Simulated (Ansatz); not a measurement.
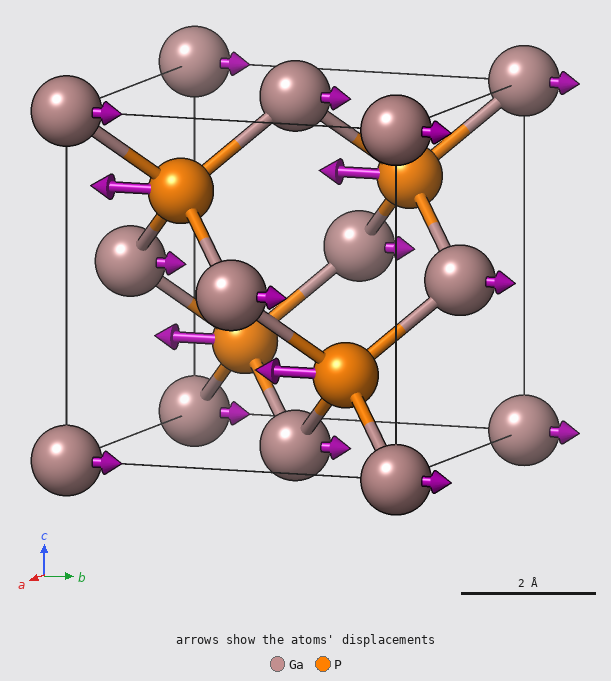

One vibrational mode of a crystal of GaP relaxed at 9 GPa at the zone centre. Displacements are drawn as purple arrows; their common scale and sign are arbitrary. Style: ball-and-stick. Shown: the conventional cell (4 times the calculation's cell), slightly off an axis. Lengths and directions refer to the drawn axes.

Theory: Ansatz, DFT PBEsol, scalar-relativistic, plane waves, PAW.

The input:
```yaml
crystal:
  lattice:
    - [0.0, 2.6412717979, 2.6412717979]
    - [2.6412717979, 0.0, 2.6412717979]
    - [2.6412717979, 2.6412717979, 0.0]
  atoms:
    - { symbol: Ga, position: [0.0, 0.0, 0.0] }
    - { symbol: P, position: [0.75, 0.75, 0.75] }
basis:
  ecutwfc: 420
kpoints:
  mp_grid: { grid: [10, 10, 10] }
hamiltonian:
  xc: pbesol
scf:
  occupations: { method: fixed }
output:
  eigenvalues: true
phonons:
  method: dfpt
  dielectric: true
  rigid_motions: translations
  eigenvectors: true
```

Run as
```bash
ansatz run input.yaml --threads 1 --pin off --max-ram 3072MiB --backend cpu --events-out ev --progress --plain --runs-dir out
```

Frequencies are those without the non-analytic (LO–TO) term.

Question: What mode is this, and where does it lie in the spectrum?

Answer: This is the T₂ mode (triply degenerate; one member of the set is drawn) at 397 cm⁻¹, the only optical level, infrared- and Raman-active by symmetry. The P sublattice moves against the Ga sublattice, along b; the kinetic energy is shared as P 69 %, Ga 31 %. Its infrared intensity is 13 (D/Å)²/amu for the set. The value is the transverse one; the longitudinal partner lies at 426 cm⁻¹.
